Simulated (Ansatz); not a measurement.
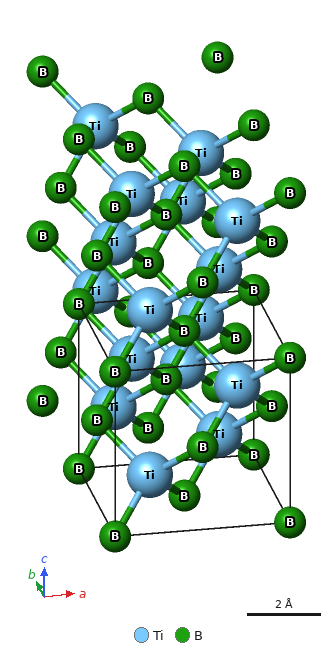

Reference structure: crystalline TiB (set up in F-43m). A ball-and-stick model of the conventional cell (4 times the calculation's cell), repeated 1 × 2 × 2 with one cell outlined, seen from a free direction. Lengths and directions refer to the drawn axes.

Method: Ansatz, DFT PBEsol, scalar-relativistic, plane waves, PAW. Settings: plane-wave cutoff 420 eV; k-point mesh 14 × 14 × 14; occupations gaussian; smearing width 0.1 eV; no spin polarisation.

Now this is done to it. All lengths are scaled by +3.2 % (volume +10.0 %), the atoms keeping their fractional coordinates. No relaxation follows.

Question: What does the calculation give for the changed structure?

Answer: Near-neighbour distances before and after: B–Ti 2.125 → 2.193 Å. The space group stays F-43m (No. 216). The energy rises by 43.0 meV per atom. Pressure: 0.0 GPa before, −8.6 GPa after. All forces vanish by symmetry. Both are metals.

Drawn alike, the variant:

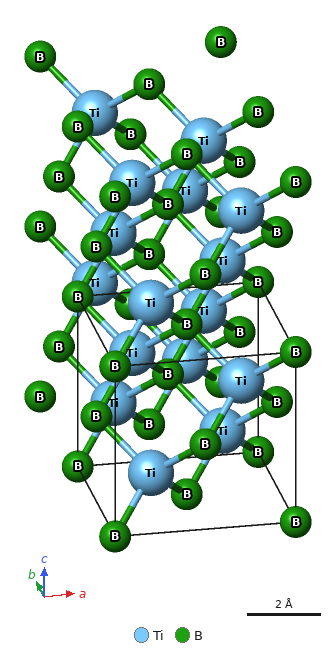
